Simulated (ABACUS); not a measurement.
**PtS₂: single-point calculation at one volume of an equation of state (part 2 of 2)**

PtS₂ (3 atoms in the cell); Kohn-Sham DFT of a periodic cell, PBEsol, PseudoDojo NC SR 0.4.1 PBEsol standard, no spin polarisation (ABACUS 3.10.1); cutoff 1142.88 eV, 9×9×5 k-mesh, fermi-dirac of 0.05 eV. The structure derives from an entry of the Crystallography Open Database. It belongs to a series of runs on one base structure; here: volume scaled by 1.04.

Geometry of the input (Å; fractional positions):
```
3.5898  0.0000  0.0000
-1.7949  3.1089  0.0000
0.0000  0.0000  5.1051
Pt 0.0000  0.0000  0.0000
S  0.6667  0.3333  0.7730
S  0.3333  0.6667  0.2270
```

## What the program printed, continued
```
 Make real space PAO into reciprocal space.
       max mesh points in Pseudopotential = 701
     dq(describe PAO in reciprocal space) = 0.01
                                    max q = 1104

 number of pseudo atomic orbitals for Pt is 4
WARNING: norm of atomic wavefunction # 3 of atomic type Pt is 0.999889, renormalized
WARNING: norm of atomic wavefunction # 4 of atomic type Pt is 0.997658, renormalized

 number of pseudo atomic orbitals for S is 2
WARNING: norm of atomic wavefunction # 1 of atomic type S is 0.999996, renormalized
WARNING: norm of atomic wavefunction # 2 of atomic type S is 0.999702, renormalized

 -------------------------------------------
 SELF-CONSISTENT
 -------------------------------------------
                                 init_chg = atomic

 PW ALGORITHM --------------- ION=   1  ELEC=   1--------------------------------

 Density error is 0.536710350269
                          Error Threshold = 0.01
----------------------------------------------------------
     Energy           Rydberg                 eV
----------------------------------------------------------
 E_KohnSham     -304.9946600245      -4149.6652359058
 E_Harris       -315.5178686540      -4292.8408345097
 E_Fermi        0.8209161068         11.1691366327
----------------------------------------------------------

 PW ALGORITHM --------------- ION=   1  ELEC=   2--------------------------------

 Density error is 1.11047006733
                          Error Threshold = 0.0017890345009
----------------------------------------------------------
     Energy           Rydberg                 eV
----------------------------------------------------------
 E_KohnSham     -305.0925940408      -4150.9976965557
 E_Harris       -289.8816317679      -3944.0419375809
 E_Fermi        0.7685293644         10.4563784367
----------------------------------------------------------

 PW ALGORITHM --------------- ION=   1  ELEC=   3--------------------------------

 Density error is 0.00205424011056
                          Error Threshold = 0.0017890345009
----------------------------------------------------------
     Energy           Rydberg                 eV
----------------------------------------------------------
 E_KohnSham     -305.2708804000      -4153.4234069164
 E_Harris       -305.1343856743      -4151.5663009003
 E_Fermi        0.7822216163         10.6426710804
----------------------------------------------------------

 PW ALGORITHM --------------- ION=   1  ELEC=   4--------------------------------

 Density error is 0.000853782664147
                          Error Threshold = 6.84746703521e-06
----------------------------------------------------------
     Energy           Rydberg                 eV
----------------------------------------------------------
 E_KohnSham     -305.2717808791      -4153.4356585628
 E_Harris       -305.6999180105      -4159.2607630753
 E_Fermi        0.7847330369         10.6768407113
----------------------------------------------------------

 PW ALGORITHM --------------- ION=   1  ELEC=   5--------------------------------

 Density error is 1.92242821618e-05
                          Error Threshold = 2.84594221382e-06
----------------------------------------------------------
     Energy           Rydberg                 eV
----------------------------------------------------------
 E_KohnSham     -305.2719516523      -4153.4379820514
 E_Harris       -305.2098339463      -4152.5928273037
 E_Fermi        0.7838829207         10.6652742862
----------------------------------------------------------

 PW ALGORITHM --------------- ION=   1  ELEC=   6--------------------------------

 Density error is 3.25813939896e-06
                          Error Threshold = 6.40809405392e-08
----------------------------------------------------------
     Energy           Rydberg                 eV
----------------------------------------------------------
 E_KohnSham     -305.2719543599      -4153.4380188900
 E_Harris       -305.2441700516      -4153.0599939829
 E_Fermi        0.7841058647         10.6683075952
----------------------------------------------------------

 PW ALGORITHM --------------- ION=   1  ELEC=   7--------------------------------

 Density error is 2.25382887376e-08
                          Error Threshold = 1.08604646632e-08
----------------------------------------------------------
     Energy           Rydberg                 eV
----------------------------------------------------------
 E_KohnSham     -305.2719549346      -4153.4380267097
 E_Harris       -305.2714364716      -4153.4309726589
 E_Fermi        0.7842176733         10.6698288293
----------------------------------------------------------

 PW ALGORITHM --------------- ION=   1  ELEC=   8--------------------------------

 Density error is 1.28053158845e-08
                          Error Threshold = 7.51276291253e-11
----------------------------------------------------------
     Energy           Rydberg                 eV
----------------------------------------------------------
 E_KohnSham     -305.2719549520      -4153.4380269459
 E_Harris       -305.2734508826      -4153.4583801259
 E_Fermi        0.7842327761         10.6700343139
----------------------------------------------------------

 PW ALGORITHM --------------- ION=   1  ELEC=   9--------------------------------

 Density error is 1.28196968371e-09
                          Error Threshold = 4.26843862817e-11
----------------------------------------------------------
     Energy           Rydberg                 eV
----------------------------------------------------------
 E_KohnSham     -305.2719549544      -4153.4380269791
 E_KS(sigma->0) -305.2719545147      -4153.4380209972
 E_Harris       -305.2714432011      -4153.4310642178
 E_band         -24.8110459905       -337.5715988102
 E_one_elec     -159.5961055187      -2171.4164136633
 E_Hartree      90.4668692413        1230.8649019030
 E_xc           -59.8459510901       -814.2459370548
 E_Ewald        -176.2967667076      -2398.6405662001
 E_entropy(-TS) -0.0000008793        -0.0000119638
 E_descf        0.0000000000         0.0000000000
 E_exx          0.0000000000         0.0000000000
 E_Fermi        0.7842306194         10.6700049694
----------------------------------------------------------

 charge density convergence is achieved
 final etot is -4153.438027 eV
 EFERMI = 10.670004969 eV

 STATE ENERGY(eV) AND OCCUPATIONS    NSPIN == 1
 1/13 kpoint (Cartesian) = 0.0000 0.0000 0.0000 (5009 pws)
       1       -89.2993     0.00493827
       2       -43.4455     0.00493827
       3       -43.4455     0.00493827
       4       -43.2732     0.00493827
       5       -4.99182     0.00493827
       6       -1.94094     0.00493827
       7        3.49723     0.00493827
       8        3.49723     0.00493827
       9        3.60727     0.00493827
      10        6.46092     0.00493827
      11        6.46092     0.00493827
      12        8.51049     0.00493827
      13        9.13456     0.00493827
      14        9.13456     0.00493827
      15        10.1433     0.00493814
      16        12.5699    1.55314e-19
      17        12.5699    1.55314e-19
      18        14.9195    6.06400e-40
      19        15.5185    3.80005e-45

 2/13 kpoint (Cartesian) = -0.030952 0.017870 0.0000 (4955 pws)
       1       -89.2993      0.0296296
       2       -43.4478      0.0296296
       3       -43.4461      0.0296296
       4       -43.2729      0.0296296
       5       -4.83400      0.0296296
       6       -2.03419      0.0296296
       7        3.60321      0.0296296
       8        3.61996      0.0296296
       9        3.76907      0.0296296
      10        6.22018      0.0296296
      11        6.33939      0.0296296
      12        8.02845      0.0296296
      13        9.12676      0.0296296
      14        9.14129      0.0296296
      15        10.2141      0.0296264
      16        11.9747    1.37919e-13
      17        12.4553    9.22410e-18
      18        15.6563    1.44987e-45
      19        16.1212    1.32731e-49

 3/13 kpoint (Cartesian) = -0.061903 0.035740 0.0000 (4987 pws)
       1       -89.2991      0.0296296
       2       -43.4536      0.0296296
       3       -43.4476      0.0296296
       4       -43.2722      0.0296296
       5       -4.39196      0.0296296
       6       -2.26118      0.0296296
       7        3.87516      0.0296296
       8        3.87978      0.0296296
       9        4.26104      0.0296296
      10        5.45417      0.0296296
      11        6.14395      0.0296296
      12        7.40209      0.0296296
      13        8.90990      0.0296296
      14        8.91270      0.0296296
      15        9.79783      0.0296296
      16        11.6434    1.04005e-10
      17        12.4184    1.92858e-17
      18        15.7760    1.32402e-46
      19        17.2656    1.52429e-59

 4/13 kpoint (Cartesian) = -0.092855 0.053610 0.0000 (4991 pws)
       1       -89.2990      0.0296296
       2       -43.4601      0.0296296
       3       -43.4492      0.0296296
       4       -43.2713      0.0296296
       5       -3.77483      0.0296296
       6       -2.52144      0.0296296
       7        3.72151      0.0296296
       8        4.16069      0.0296296
       9        4.88278      0.0296296
      10        5.04930      0.0296296
      11        6.18419      0.0296296
      12        7.14412      0.0296296
      13        8.27142      0.0296296
      14        8.29070      0.0296296
      15        8.91405      0.0296296
      16        11.7881    5.75940e-12
      17        12.6516    1.81879e-19
      18        15.4175    1.72038e-43
      19        17.4865    1.83749e-61

 5/13 kpoint (Cartesian) = -0.12381 0.071480 0.0000 (5014 pws)
       1       -89.2990      0.0296296
       2       -43.4644      0.0296296
       3       -43.4503      0.0296296
       4       -43.2708      0.0296296
       5       -3.20234      0.0296296
       6       -2.76647      0.0296296
       7        3.05870      0.0296296
       8        4.29660      0.0296296
       9        5.15906      0.0296296
      10        5.84507      0.0296296
      11        6.64794      0.0296296
      12        7.10005      0.0296296
      13        7.43561      0.0296296
      14        7.56521      0.0296296
      15        8.09225      0.0296296
      16        11.8737    1.03958e-12
      17        12.8838    1.74990e-21
      18        15.5015    3.20676e-44
      19        16.7353    6.15003e-55

 6/13 kpoint (Cartesian) = -0.030952 0.053610 0.0000 (5000 pws)
       1       -89.2992      0.0296296
       2       -43.4516      0.0296296
       3       -43.4473      0.0296296
       4       -43.2724      0.0296296
       5       -4.53349      0.0296296
       6       -2.19277      0.0296296
       7        3.77255      0.0296296
       8        3.85405      0.0296296
       9        4.07190      0.0296296
      10        5.90163      0.0296296
      11        5.96658      0.0296296
      12        7.52868      0.0296296
      13        8.95265      0.0296296
      14        8.99575      0.0296296
      15        10.1640      0.0296284
      16        11.8449    1.84647e-12
      17        12.0280    4.74423e-14
      18        16.5184    4.71051e-53
      19        16.6132    7.07383e-54

[... levels at 7 further k points ...]

------------------------------------------------------------------------------------------
 TOTAL-FORCE (eV/Angstrom)
------------------------------------------------------------------------------------------
                       Pt1         0.0000000000         0.0000000000         0.0000000000
                        S1         0.0000000000         0.0000000000        -0.3693424465
                        S2         0.0000000000         0.0000000000         0.3693424465
------------------------------------------------------------------------------------------

----------------------------------------------------------------
 TOTAL-STRESS (KBAR)
----------------------------------------------------------------
        -5.0560752870         0.0000000000         0.0000000000
         0.0000000000        -5.0560752868        -0.0000000000
         0.0000000000        -0.0000000000        15.6340623675
----------------------------------------------------------------
 TOTAL-PRESSURE: 1.840637 KBAR

 --------------------------------------------
 !FINAL_ETOT_IS -4153.4380269790544844 eV
 --------------------------------------------
```

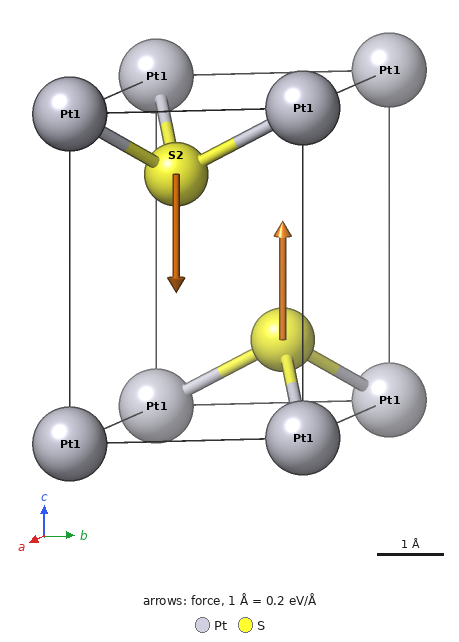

**Figure 1.** Forces on the atoms as orange arrows (ball-and-stick view of the cell of the calculation, seen slightly off an axis; atoms are numbered from 1 in the order of the input). The largest act on S2, S3 (0.37 eV/Å). The geometry is not a stationary point of this energy.
